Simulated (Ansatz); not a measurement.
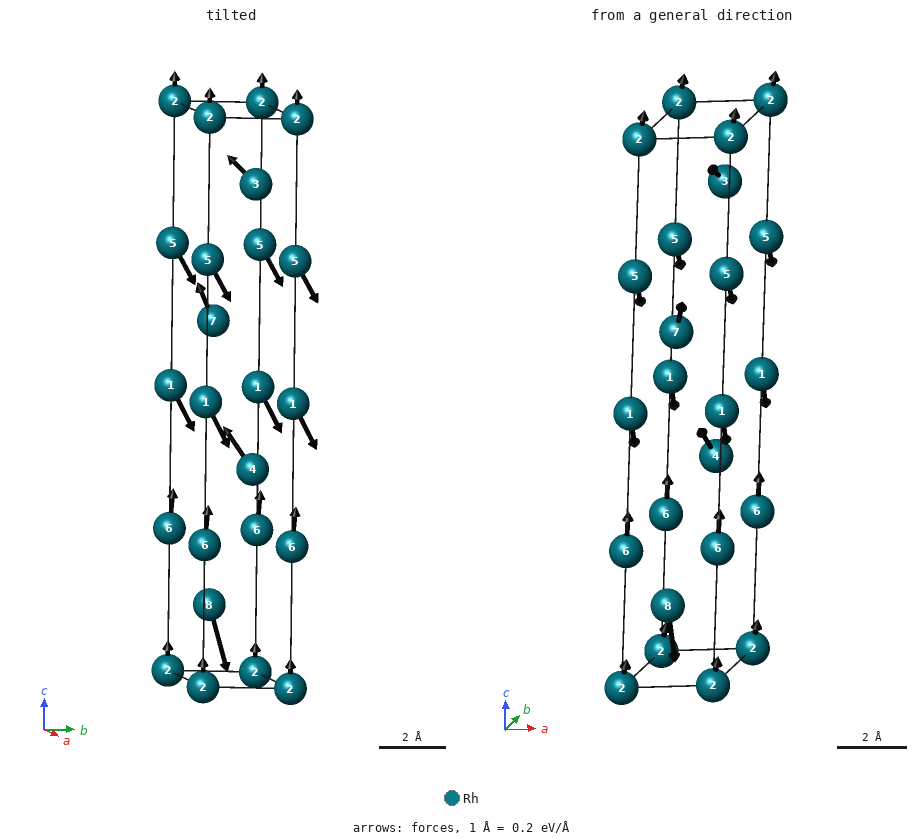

Spheres-only model, viewed slightly off an axis and from a general direction. The wireframe shows the cell (the run's own, in a reduced setting). The arrows are the computed forces on the atoms.

System: Rh. All computed values are from DFT r2SCAN, scalar-relativistic, plane waves, PAW (Ansatz). Settings: plane-wave cutoff 500 eV, k-points about 0.23 Å⁻¹ apart, Gaussian smearing of 0.15 eV, no spin polarisation.

Has this structure been optimised to equilibrium?

No. The atoms still feel forces of up to about 0.34 eV/Å, far above a usual threshold of 0.01 to 0.03 eV/Å.

On which atom is the force largest?

Rh8, about 0.34 eV/Å.

The starting point was a structure listed in the Materials Project. The cell was then strained or its atoms displaced on purpose. A calculation with Ansatz used it as input.
